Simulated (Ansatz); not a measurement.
## ZnO: geometry relaxation (part 1 of 2)

- system: ZnO (8 atoms in the cell)
- method: DFT, PBEsol, plane waves, PAW, no spin polarisation (Ansatz 0.2.0)

The structure derives from a Materials Project entry.

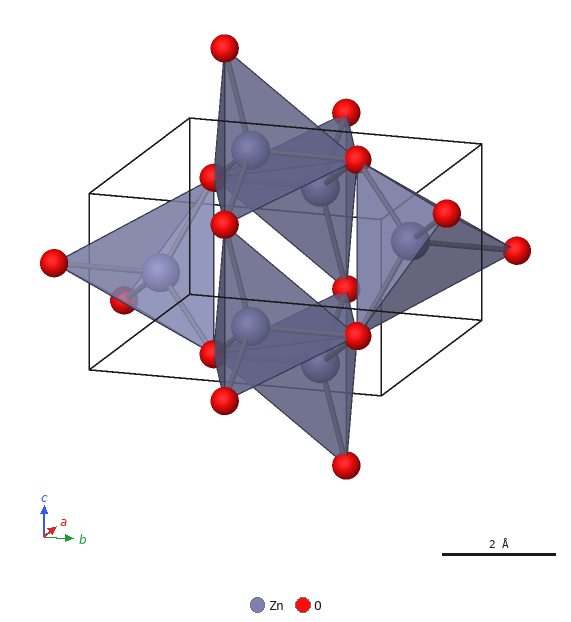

**Figure 1.** The starting structure (polyhedral view of the cell of the calculation, seen at an oblique angle; polyhedra are completed across the faces of the cell). An atom can appear more than once, as a periodic image.

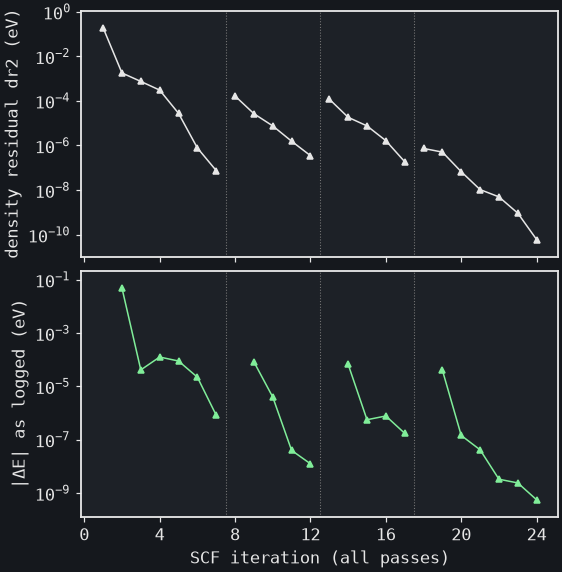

**Figure 2.** Convergence of the self-consistent field: density residual dr2 and size of the energy change against the SCF iteration. The dotted lines part the SCF passes of the relaxation: geometry steps, rejected trials and re-solves on a re-selected basis. The passes take 7, 5, 5 and 7 iterations.

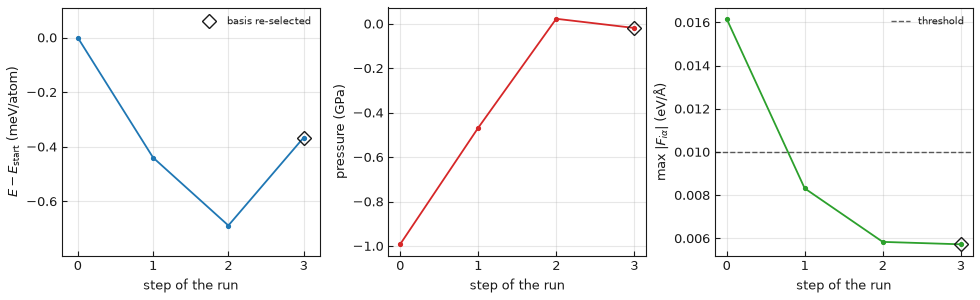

**Figure 3.** Progress of the relaxation, step by step (the first geometry is step 0 here and step 1 in the log). The largest moves relative to the cell, 0.005 Å, are those of O5, O6, O7 and O8. Largest moves by element: O 0.005 Å, Zn 0.001 Å. The volume changes by −0.7 %, with a = b 5.518 → 5.512 Å (−0.1 %), c 3.259 → 3.244 Å (−0.5 %). Among the contacts that change: Zn1–O8 1.941 → 1.937 Å, Zn1–O5 2.012 → 2.008 Å. The space group stays P4_2/mnm (No. 136). The energy falls by 0.7 meV per atom in 2 geometry steps. Largest force component: 0.016 eV/Å at the start, 0.0057 eV/Å at the end. The pressure goes from −0.99 to −0.02 GPa. A last SCF at the same geometry on a re-selected plane-wave basis shifts the energy by +0.3 meV per atom. (Atoms are counted from 1 in the order of the input.)

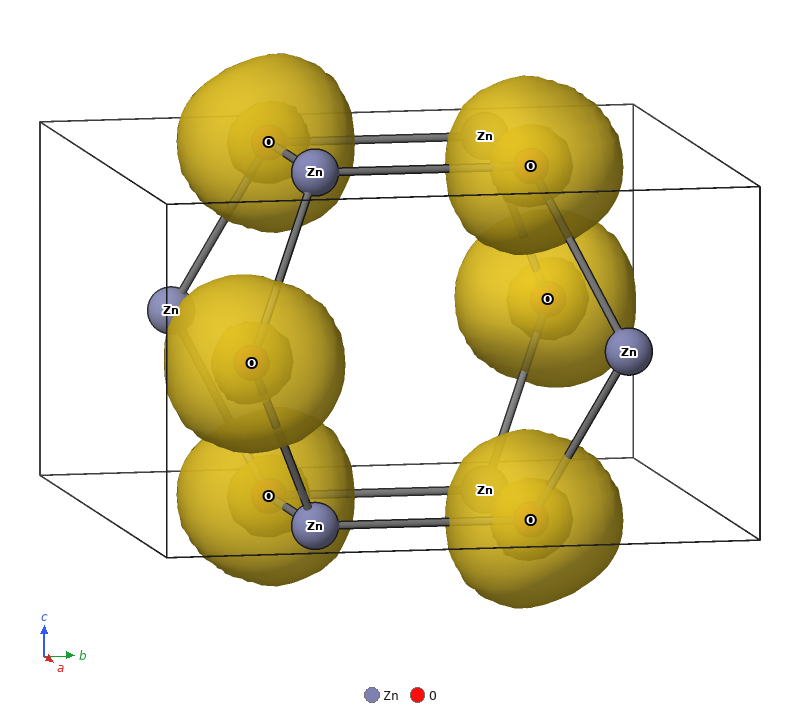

**Figure 4.** Isosurface of the ELF at 0.7 (yellow), seen slightly off an axis. Only the valence region is drawn (cores and ρ < 0.01 e/Å³ removed). Sticks mark near contacts. The outline is the cell set on symmetry axes. Profiles from the grid: Zn–O (1.94 Å): the ELF is about 0.25 at the midpoint. Zn–O (2.01 Å): the ELF is about 0.25 at the midpoint. The fields are those of the smooth PAW valence density.

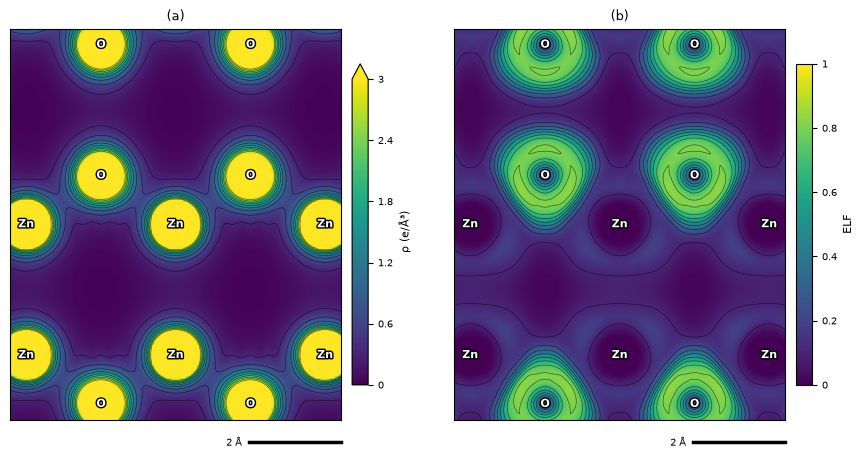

**Figure 5.** (a) valence pseudo-density; (b) electron localisation function on the (11̄0) plane of the conventional cell. The section cuts through Zn and O sites. Zn–O (1.94 Å): ρ at the midpoint is about 0.66 e/Å³; the ELF is about 0.25 at the midpoint. Away from the nuclei the density in this plane falls to 0.02 e/Å³ at its lowest.

The input that produced these results follows, with the program's output.

### The input
```yaml
crystal:
  lattice:
    - [5.51757007, 0.0, 0.0]
    - [0.0, 5.51757007, 0.0]
    - [0.0, 0.0, 3.25877877]
  atoms:
    - { symbol: Zn, position: [0.18197284, 0.18197284, 0.5] }
    - { symbol: Zn, position: [0.81802716, 0.81802716, 0.5] }
    - { symbol: Zn, position: [0.68197284, 0.31802716, 0.0] }
    - { symbol: Zn, position: [0.31802716, 0.68197284, 0.0] }
    - { symbol: O, position: [0.81724723, 0.18275277, 0.5] }
    - { symbol: O, position: [0.18275277, 0.81724723, 0.5] }
    - { symbol: O, position: [0.68275277, 0.68275277, 0.0] }
    - { symbol: O, position: [0.31724723, 0.31724723, 0.0] }
kpoints:
  mp_grid: { grid: [4, 4, 6] }
hamiltonian:
  xc: pbesol
scf:
  occupations: { method: fermi_dirac, width: 0.03 }
relax:
  f_tol: 0.01
  cell: {}
  max_steps: 120
output:
  write_density: true
  write_potential: true
  elf: true
  volumetric_format: npy
```

Command:
```bash
ansatz run input.yaml --threads 4 --pin off --max-ram 4608MiB --backend cpu --events-out ev --progress --plain --runs-dir out
```

### The program's output
```
Engine: ansatz 0.2.0, aarch64-unknown-linux-gnu
Pseudopotentials: kind: paw
Pseudopotential: Zn, paw, valence charge 12, recommended cutoff 420 eV (normal), Zn.paw.azcp
Pseudopotential: O, paw, valence charge 6, recommended cutoff 420 eV (normal), O.paw.azcp
Functional definition: PBEsol
  exchange = pbesol_x
  correlation = pbesol_c
Crystal: 8 atoms, lattice volume = 99.209 Å³
Basis set: ecut = 420 eV, 1967 PW (Γ), exchange–correlation on 80×80×48 points (8 copies of the dense FFT grid, shifted against one another)
Bands: 44, of which v1, the nominal top of the filled ones, is band 36 counted from 1 (35 counted from 0)
Symmetry: 16 space group operations
Space group: P42/mnm (ITA 136), of the structure as read, at distance tolerance 4.6e-5 Å
k-points: 24 of 96
Non-local potential: Zn, projectors of the file, l = 0: 2, l = 1: 2, l = 2: 3, l = 3: 1
Non-local potential: O, projectors of the file, l = 0: 2, l = 1: 2, l = 2: 1
PAW form: soft (Blöchl's): semilocal exchange-correlation on the pseudo side does not see the compensation charge
PAW frozen core: Zn, regenerated for the run's functional, and the local potential with it (the file was generated under x = pbe(κ = 0.804, μ = 0.2195149727645171), c = pbe(β = 0.06672455060314922))
PAW frozen core: O, regenerated for the run's functional, and the local potential with it (the file was generated under x = pbe(κ = 0.804, μ = 0.2195149727645171), c = pbe(β = 0.06672455060314922))
PAW one-centre angular grid: Zn, 590 points (default); XC on 64 Gauss nodes
PAW one-centre angular grid: O, 110 points (default); XC on 64 Gauss nodes
Initial density: superposition of atomic densities (neutral atoms: chi_scale 0, normalization atom), corrected by the library's trained network
Initial wavefunctions: pseudopotential atomic-orbital guess
Functional: x = pbesol(κ = 0.804, μ = 0.12345679012345678), c = pbesol(β = 0.046)
SCF iter   1: F=—  HF=-15368.313390 eV  |F-HF|=—  |Δ(HF+E_count)|=         —  Δρ=1.52e-2  dr2=1.89e-1  ethr=1.77e-3  ⟨swp⟩=6.4  Hψ=4136  notcnv=0
preconditioner: auto → Resta (q_TF=auto, 2.586 Å⁻¹)  ε∞=7.5  [insulator: Δε(μ)=0.579 eV  Ē_g=12.452 eV  σ=0.030 eV  W_gap=1.00  n_scr=38 (ndim 8)  ℏωp=31.6 eV  f_vac=0.068  D(μ)=0.00/eV (n_scr^D=0)  ε∞_Penn≈7.5]
SCF iter   2: F=—  HF=-15368.264265 eV  |F-HF|=—  |Δ(HF+E_count)|=   4.91e-2  Δρ=2.11e-3  dr2=1.78e-3  ethr=2.63e-4  ⟨swp⟩=2.7  Hψ=2209  notcnv=0  defer=68
SCF iter   3: F=—  HF=-15368.264306 eV  |F-HF|=—  |Δ(HF+E_count)|=   4.14e-5  Δρ=1.04e-3  dr2=7.43e-4  ethr=2.47e-6  ⟨swp⟩=2.1  Hψ=1822  notcnv=0  defer=68
SCF iter   4: F=—  HF=-15368.264432 eV  |F-HF|=—  |Δ(HF+E_count)|=   1.26e-4  Δρ=7.03e-4  dr2=3.04e-4  ethr=1.03e-6  ⟨swp⟩=2.0  Hψ=1590  notcnv=0  defer=68
SCF iter   5: F=—  HF=-15368.264342 eV  |F-HF|=—  |Δ(HF+E_count)|=   8.93e-5  Δρ=1.42e-4  dr2=2.77e-5  ethr=4.23e-7  ⟨swp⟩=2.0  Hψ=1705  notcnv=0  defer=68
SCF iter   6: F=—  HF=-15368.264320 eV  |F-HF|=—  |Δ(HF+E_count)|=   2.21e-5  Δρ=2.32e-5  dr2=7.75e-7  ethr=3.84e-8  ⟨swp⟩=2.0  Hψ=1712  notcnv=0  defer=68
SCF iter   7: F=-15368.264321 eV  HF=-15368.264321 eV  |F-HF|=5.64e-8  |Δ(HF+E_count)|=   8.29e-7  Δρ=7.60e-6  dr2=7.50e-8  ethr=1.39e-10  ⟨swp⟩=8.2  Hψ=7016  notcnv=0
SCF 1 converged in 7 iterations: F = -15368.264321 eV  dr2 = 7.50e-8
  greatest PAW one-centre occupation: 0.987 electrons in one spin orbital (limit 2), on the Zn atom at site 3 (counted from 0), in its partial waves of l = 2
relax step   1: F+E_penalty+E_count = -15368.26432122 eV  Δ(F+E_penalty+E_count) = +0.000e0 eV  max|allowed force component| = 1.616e-2 eV/Å  Δτ_max = 0.0000 Å  P = -0.992 GPa  Ω = 99.209 Å³  (7 SCF iters, dr2 threshold 1.00e-7 eV, accepted)
Crystal: 8 atoms, lattice volume = 98.863 Å³
Basis set: ecut = 420 eV, 1951 PW (Γ), exchange–correlation on 80×80×48 points (8 copies of the dense FFT grid, shifted against one another)
Initial density: handed on by an earlier stage of this run
Initial wavefunctions: those handed on with the density
iter 1 solved again at ethr=2.53e-7 eV; its pass at ethr=3.10e-3 eV (dr2=1.82e-4 eV) is discarded
SCF iter   1: F=—  HF=-15368.267925 eV  |F-HF|=—  |Δ(HF+E_count)|=         —  Δρ=5.42e-4  dr2=1.65e-4  ethr=2.53e-7  ⟨swp⟩=2.4  Hψ=4590  notcnv=0
preconditioner: auto → Resta (q_TF=auto, 2.588 Å⁻¹)  ε∞=7.4  [insulator: Δε(μ)=0.713 eV  Ē_g=12.512 eV  σ=0.030 eV  W_gap=1.00  n_scr=38 (ndim 8)  ℏωp=31.7 eV  f_vac=0.062  D(μ)=0.00/eV (n_scr^D=0)  ε∞_Penn≈7.4]
SCF iter   2: F=—  HF=-15368.267841 eV  |F-HF|=—  |Δ(HF+E_count)|=   8.31e-5  Δρ=2.41e-4  dr2=2.66e-5  ethr=2.29e-7  ⟨swp⟩=2.0  Hψ=1790  notcnv=0
SCF iter   3: F=—  HF=-15368.267838 eV  |F-HF|=—  |Δ(HF+E_count)|=   3.96e-6  Δρ=9.41e-5  dr2=7.52e-6  ethr=3.69e-8  ⟨swp⟩=3.0  Hψ=2022  notcnv=0
SCF iter   4: F=—  HF=-15368.267838 eV  |F-HF|=—  |Δ(HF+E_count)|=   3.95e-8  Δρ=4.50e-5  dr2=1.55e-6  ethr=1.04e-8  ⟨swp⟩=2.0  Hψ=1764  notcnv=0
SCF iter   5: F=-15368.267838 eV  HF=-15368.267838 eV  |F-HF|=3.50e-8  |Δ(HF+E_count)|=   1.24e-8  Δρ=1.82e-5  dr2=3.50e-7  ethr=1.11e-9  ⟨swp⟩=8.0  Hψ=8040  notcnv=0
SCF 2 converged in 5 iterations: F = -15368.267838 eV  dr2 = 3.50e-7
  greatest PAW one-centre occupation: 0.987 electrons in one spin orbital (limit 2), on the Zn atom at site 1 (counted from 0), in its partial waves of l = 2
relax step   2: F+E_penalty+E_count = -15368.26783754 eV  Δ(F+E_penalty+E_count) = -3.516e-3 eV  max|allowed force component| = 8.315e-3 eV/Å  Δτ_max = 0.0031 Å  P = -0.468 GPa  Ω = 98.863 Å³  energy of the carried Pulay correction = +1.527e-3 eV  (5 SCF iters, dr2 threshold 8.00e-7 eV, accepted)
Crystal: 8 atoms, lattice volume = 98.556 Å³
Basis set: ecut = 420 eV, 1919 PW (Γ), exchange–correlation on 80×80×48 points (8 copies of the dense FFT grid, shifted against one another)
iter 1 solved again at ethr=1.93e-7 eV; its pass at ethr=3.10e-3 eV (dr2=1.39e-4 eV) is discarded
SCF iter   1: F=—  HF=-15368.269897 eV  |F-HF|=—  |Δ(HF+E_count)|=         —  Δρ=4.05e-4  dr2=1.19e-4  ethr=1.93e-7  ⟨swp⟩=2.0  Hψ=4566  notcnv=0
preconditioner: auto → Resta (q_TF=auto, 2.589 Å⁻¹)  ε∞=7.4  [insulator: Δε(μ)=0.711 eV  Ē_g=12.533 eV  σ=0.030 eV  W_gap=1.00  n_scr=38 (ndim 8)  ℏωp=31.7 eV  f_vac=0.062  D(μ)=0.00/eV (n_scr^D=0)  ε∞_Penn≈7.4]
SCF iter   2: F=—  HF=-15368.269830 eV  |F-HF|=—  |Δ(HF+E_count)|=   6.69e-5  Δρ=1.70e-4  dr2=1.83e-5  ethr=1.65e-7  ⟨swp⟩=2.0  Hψ=1811  notcnv=0
SCF iter   3: F=—  HF=-15368.269829 eV  |F-HF|=—  |Δ(HF+E_count)|=   5.59e-7  Δρ=8.36e-5  dr2=7.53e-6  ethr=2.54e-8  ⟨swp⟩=2.0  Hψ=1758  notcnv=0
SCF iter   4: F=—  HF=-15368.269830 eV  |F-HF|=—  |Δ(HF+E_count)|=   7.72e-7  Δρ=4.83e-5  dr2=1.64e-6  ethr=1.05e-8  ⟨swp⟩=2.2  Hψ=1776  notcnv=0
SCF iter   5: F=-15368.269830 eV  HF=-15368.269830 eV  |F-HF|=1.06e-7  |Δ(HF+E_count)|=   1.73e-7  Δρ=1.65e-5  dr2=1.87e-7  ethr=1.11e-9  ⟨swp⟩=8.0  Hψ=8084  notcnv=0
SCF 3 converged in 5 iterations: F = -15368.269830 eV  dr2 = 1.87e-7
relax step   3: F+E_penalty+E_count = -15368.26982988 eV  Δ(F+E_penalty+E_count) = -1.992e-3 eV  max|allowed force component| = 5.836e-3 eV/Å  Δτ_max = 0.0021 Å  P = +0.022 GPa  Ω = 98.556 Å³  energy of the carried Pulay correction = +2.883e-3 eV  (5 SCF iters, dr2 threshold 8.00e-7 eV, accepted)
Initial wavefunctions: pseudopotential atomic-orbital guess (no wavefunctions were taken with the density)
iter 1 solved again at ethr=1.02e-7 eV; its pass at ethr=3.10e-3 eV (dr2=7.35e-5 eV) is discarded
```
